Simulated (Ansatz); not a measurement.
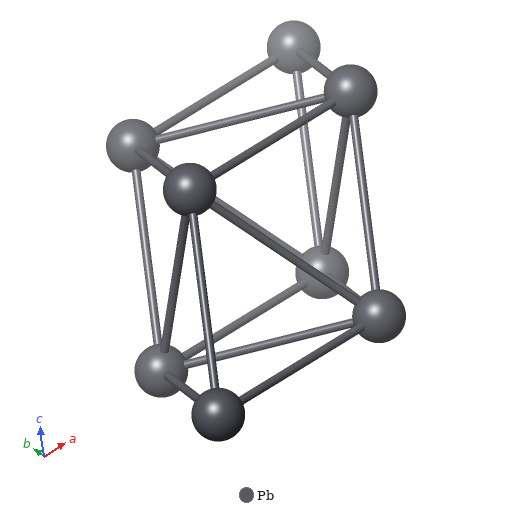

System: Pb, space group Fm-3m (No. 225). The picture shows the cell.

Structure:
```xyz
1
Lattice="0.0000 2.4698 2.4698 2.4698 0.0000 2.4698 2.4698 2.4698 0.0000" Properties=species:S:1:pos:R:3 pbc="T T T"
Pb    0.0000    0.0000    0.0000
```

Computed with Ansatz 0.2.0: deformation of a crystal at fixed volume, lengths along the axis scaled against those across it, fractional coordinates fixed, by plane-wave density functional theory with PAW datasets, free energies less that of the undisturbed cell, pressure positive in compression; scalar-relativistic. Level: PBE, no spin polarisation.

- wave cutoff: 420 eV
- k mesh: 18×18×18
- occupations: Gaussian
- smearing width: 0.15 eV
- k shift: (0, 0, 0) (mesh steps)
- start: as given
- path: tetragonal
- axis direction: (0, 0, 1) (Cartesian unit vector)

Describe the result: the energy change and pressure against relative axial ratio. The relative axial ratio takes the values 0.650, 0.707, 0.780, 0.850, 0.920, 0.960, 1.000, 1.050, 1.100, 1.200, 1.300, 1.414, 1.500.

The energy change is 30 meV/atom at relative axial ratio 0.650 and 261 meV/atom at 1.500; the lowest computed point is at relative axial ratio 1.000 (0 meV/atom); the curve passes over a maximum at 0.707 (38 meV/atom) and turns down again towards the edge of the range. The pressure rises from 2.566 GPa at relative axial ratio 0.650 to 6.564 GPa at 1.500.

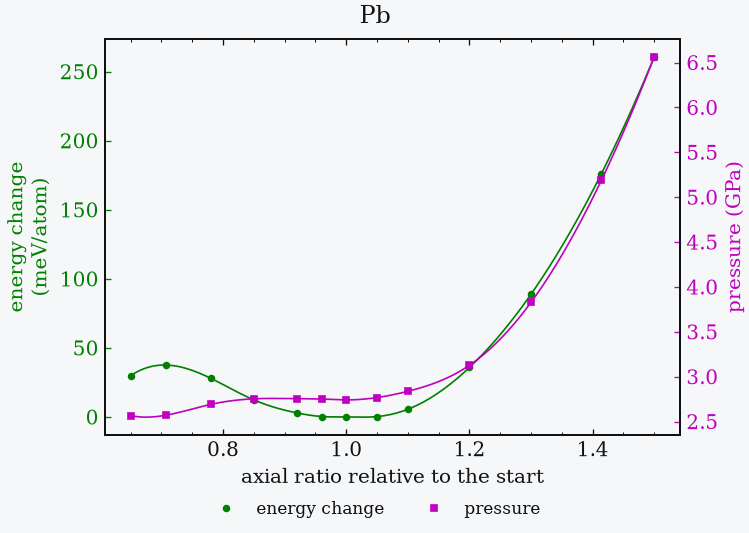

Caveats: reference crystal is not relaxed.
